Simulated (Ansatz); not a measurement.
System: MnO, space group P6_3mc (No. 186), 8 atoms in the cell, MnO type.

```cif
data_structure
_symmetry_space_group_name_H-M 'P 1'
_symmetry_Int_Tables_number 1
_cell_length_a 3.3717
_cell_length_b 6.7434
_cell_length_c 5.3855
_cell_angle_alpha 90.000
_cell_angle_beta 90.000
_cell_angle_gamma 120.000
_cell_volume 106.04
loop_
_atom_site_label
_atom_site_type_symbol
_atom_site_fract_x
_atom_site_fract_y
_atom_site_fract_z
_atom_site_occupancy
Mn1 Mn 0.33333 0.33333 0.01096 1
Mn2 Mn 0.66667 0.16667 0.51096 1
O1 O 0.33333 0.33333 0.37547 1
O2 O 0.66667 0.16667 0.87547 1
Mn3 Mn 0.33333 0.83333 0.01096 1
Mn4 Mn 0.66667 0.66667 0.51096 1
O3 O 0.33333 0.83333 0.37547 1
O4 O 0.66667 0.66667 0.87547 1
```

Computed with Ansatz 0.2.0: DFT PBEsol, scalar-relativistic, plane waves, PAW, spin-polarised, 6×6×4 k mesh, 420 eV cutoff, Gaussian smearing of 0.05 eV.

How will the Mn d shell be filled?

Counting eigenvalues over 0.6 as filled, Mn (atom A) has 5 filled d states (d⁵), 5 up and 0 down, high spin; the eigenvalues sum to 5.4; Mn (atom B) has 5 filled d states (d⁵), 0 up and 5 down, high spin; the eigenvalues sum to 5.4. The small eigenvalues come from mixing with neighbours' orbitals.

Start of the run: random orbitals: random, fewer filling. Such runs often end in metastable states, so this need not be the lowest one. The atoms aren't at rest in this cell (largest force 0.8 eV/Å), so the relaxed material can differ. The shell occupations typed at the start changed during the run. The occupations of the open shells lower the symmetry of the state. The cell is at −6 GPa in this functional.

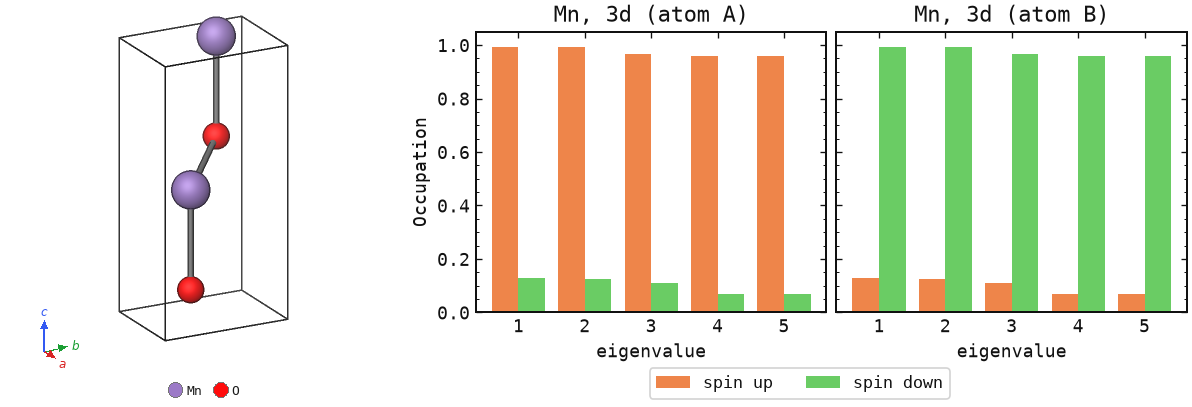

Eigenvalues of the local occupation matrix of the d shell, one panel for each unlike atom (Löwdin-orthogonalised atomic projectors). The structure is drawn too.
